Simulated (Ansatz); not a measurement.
WSe$_{4}$

Input file:

```
crystal:
  lattice:
    - [5.4801149598, 0.0, 0.0]
    - [0.0, 5.4801149598, 0.0]
    - [0.0, 0.0, 5.4801149598]
  atoms:
    - { symbol: W, position: [0.0, 0.0, 0.0] }
    - { symbol: Se, position: [0.2444537889, 0.2444537889, 0.2444537889] }
    - { symbol: Se, position: [0.7555462111, 0.7555462111, 0.2444537889] }
    - { symbol: Se, position: [0.2444537889, 0.7555462111, 0.7555462111] }
    - { symbol: Se, position: [0.7555462111, 0.2444537889, 0.7555462111] }
basis:
  ecutwfc: 420
kpoints:
  mp_grid: { grid: [8, 8, 8] }
hamiltonian:
  xc: pbe
scf:
  occupations: { method: gaussian, width: 0.1 }
output:
  forces: true
  stress: true
  eigenvalues: true
  write_density: true
  write_potential: true
  elf: true
  volumetric_format: npy
relax:
  adjacent_minimum: "off"
  f_tol: 0.01
  max_steps: 80
  cell: { stress_tol: 0.05 }
```

Run with:

```sh
ansatz run input.yaml --threads 1 --pin off --max-ram 2560MiB --backend cpu --events-out ev --progress --plain --runs-dir out
```

Below, planes, directions and counts refer to the conventional cell (a = 5.46 Å, b = 5.46 Å, c = 5.46 Å, α = 90.00°, β = 90.00°, γ = 90.00°).

The fields are those of the relaxed geometry.

Space group P-43m; a structure generated by program, which may or may not match a known phase.

Theory: DFT PBE, scalar-relativistic, plane waves, PAW (Ansatz).

Core electrons are frozen (PAW), and the valence fields are smoothed inside the atomic spheres.

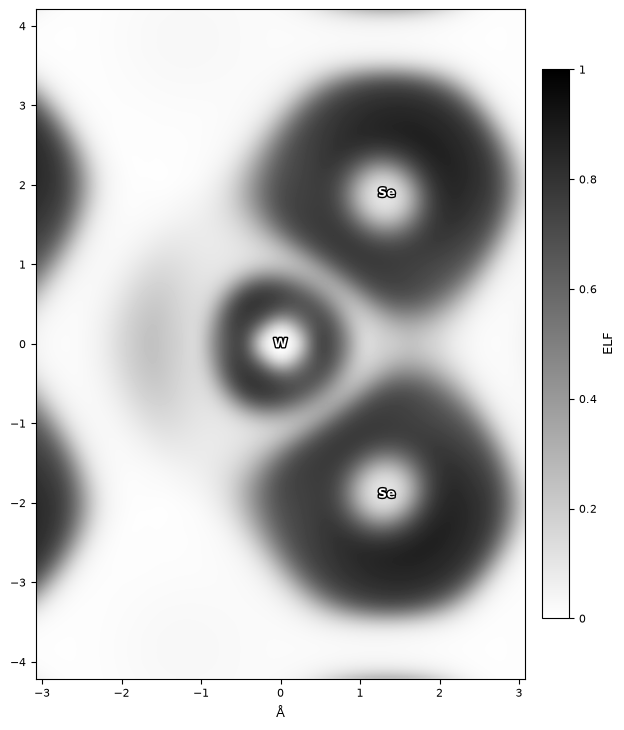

Figure 1. Electron localisation function on the (101̄) plane of the conventional cell.

### What does the map show?

- Atoms in the plane: W and Se.
- W–Se (2.32 Å): the ELF is about 0.55 at the midpoint.
- The features right at W lie inside the PAW spheres, where the map follows smoothed inner orbitals and isn't to be read closely.

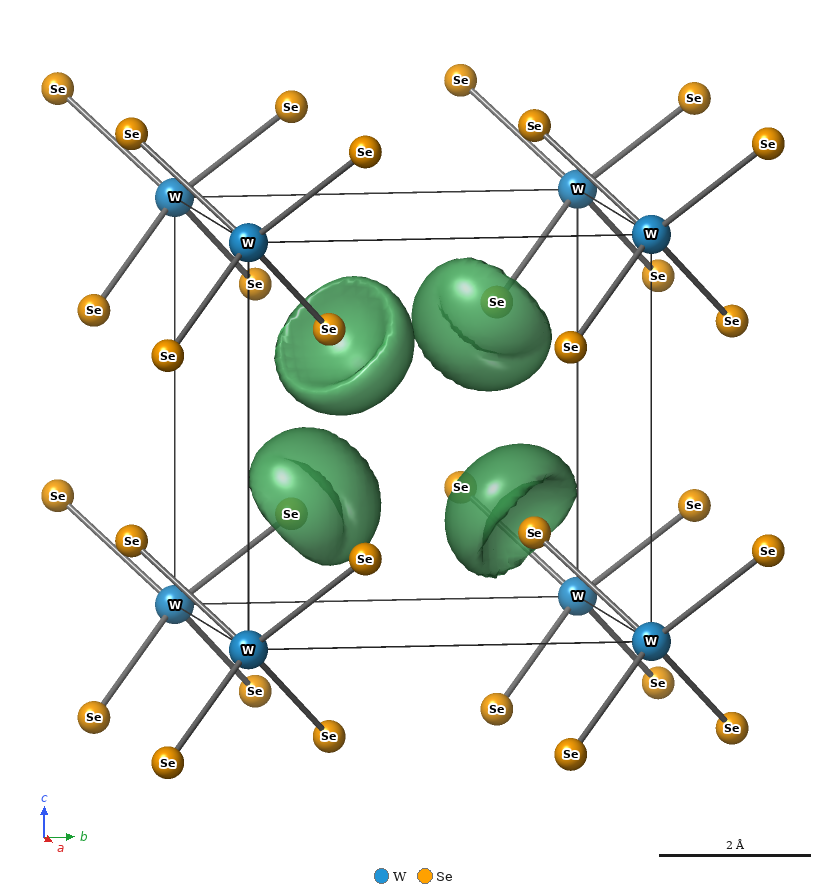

Figure 2. Isosurface of the electron localisation function at 0.8 (green), seen slightly off an axis. Core shells and regions of very low density are left out. Sticks mark near contacts.

### Identify the bonds, lone pairs and shells in this picture.

The ELF exceeds this value in four lobes on Se, pointing away from the bonds (lone pairs, which may merge into one lobe), counted in one cell of 5 atoms. Regions shared between cells count once.

### Does the calculation make it a metal, or give it a gap?

It is gapless in this calculation (a metal or semimetal); semilocal functionals without U, or without the true magnetic order, often close the gap of such compounds.
